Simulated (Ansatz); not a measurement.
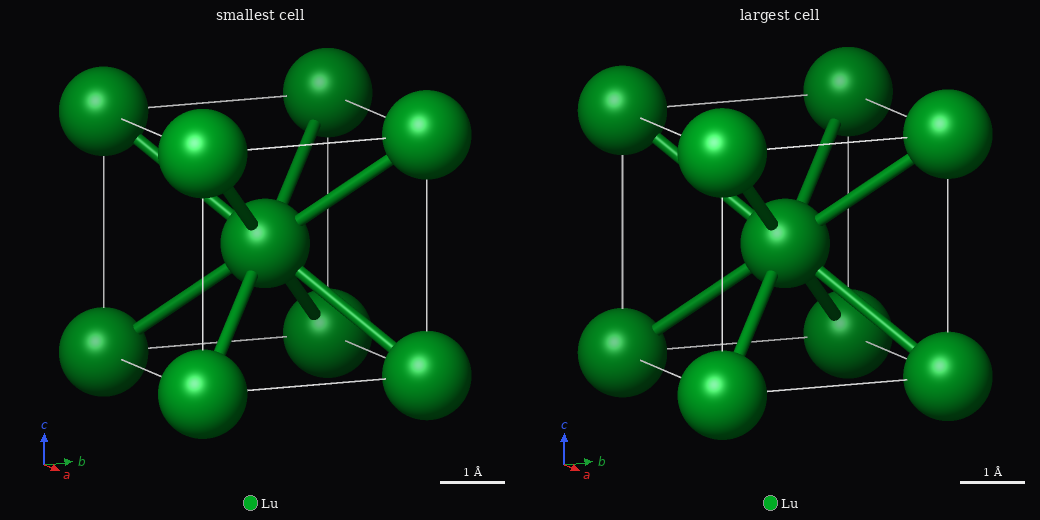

Lu, body-centred cubic (W type), space group Im-3m (No. 229), relaxed (cell and atoms, zero pressure) with five choices of dispersion term on top of r2SCAN; the smallest and the largest of the relaxed conventional cells are drawn to one scale (sticks follow a distance rule). The start was a structure listed in the Materials Project. This isn't the form of Lu at room conditions, which is hcp.

Alike in all runs: Ansatz 0.2.0; functional r2SCAN; potentials Ansatz PAW; cutoff 500 eV; k mesh 10 × 10 × 10 on the run's cell of 1 atom; occupations fermi-dirac, width 0.05 eV; no spin polarisation; no spin-orbit coupling. All runs are metallic.

```tsv
level	volume (Å³/atom)	a (Å)
none	29.49	3.893
rVV10	?	?
D4	29.30	3.884
D3(BJ)-ATM	29.06	3.873
D3(BJ)	28.90	3.866
```

What does rVV10 give?

Answer. Volume 28.97 Å³/atom; a 3.870 Å. That is between D3(BJ) and D3(BJ)-ATM in volume.

Order the levels by the relaxed volume, smallest first.

Answer. D3(BJ) (28.90 Å³/atom), rVV10 (28.97 Å³/atom), D3(BJ)-ATM (29.06 Å³/atom), D4 (29.30 Å³/atom), none (29.49 Å³/atom). Rows within a few tenths of a per cent can't be told apart.

Caveat: the plane-wave basis is chosen anew once the cell has moved, so the energies of steps on either side of that aren't comparable; the potentials were made with another functional, which shifts all volumes alike; pairwise dispersion terms can overbind metals strongly.
